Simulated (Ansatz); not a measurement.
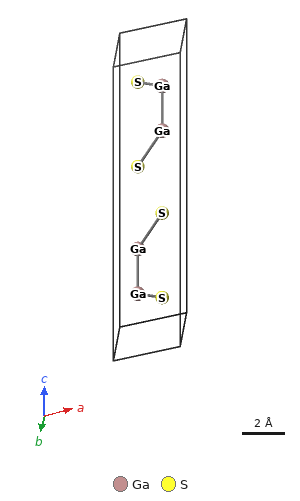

Phonons of crystalline GaS, space group P6₃/mmc (No. 194), at the zone centre. Style: ball-and-stick. Shown: the cell of the calculation, from a free direction.

These are results of Ansatz, DFT PBEsol, scalar-relativistic, plane waves, PAW, not measurements. Set-up: plane-wave cutoff 420 eV; k-point mesh 12 × 12 × 2; occupations fixed; no spin polarisation.

Frequencies are those without the non-analytic (LO–TO) term.

> Which optical modes does it have, at what frequencies, and is it stable there?

The calculation's cell holds 8 atoms, so there are 21 optical modes, in 11 levels. The lowest is so near zero that its sign isn't certain.

| level | symmetry | frequency (cm⁻¹) | activity |
| --- | --- | --- | --- |
| 1 | E₂g | 14 | Raman-active |
| 2 | B₁g | 22 | silent |
| 3 | E₂u | 68 | silent |
| 4 | E₁g | 69 | Raman-active |
| 5 | B₂u | 177 | silent |
| 6 | A₁g | 179 | Raman-active |
| 7 | 4-fold | 286 | not assigned |
| 8 | 4-fold | 291 | not assigned |
| 9 | A₂u | 320 | infrared-active |
| 10 | B₁g | 333 | silent |
| 11 | doubly degenerate | 358 | not assigned |

The displacement patterns (one member of each degenerate set), 6 of the levels:

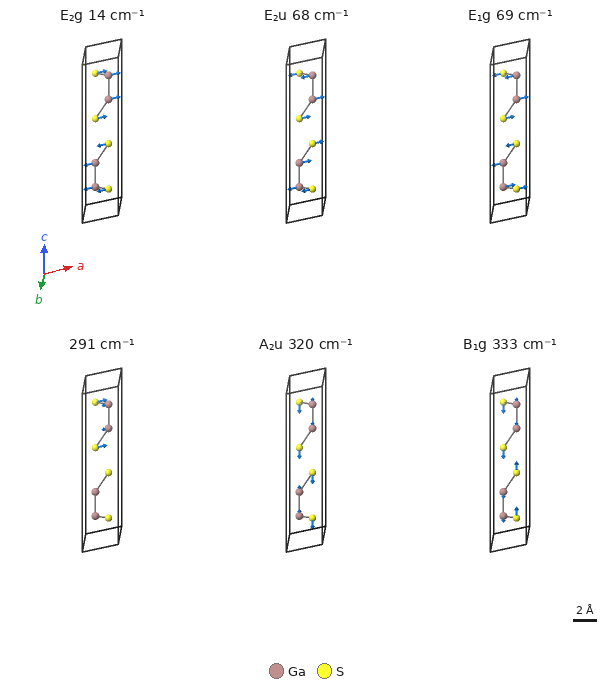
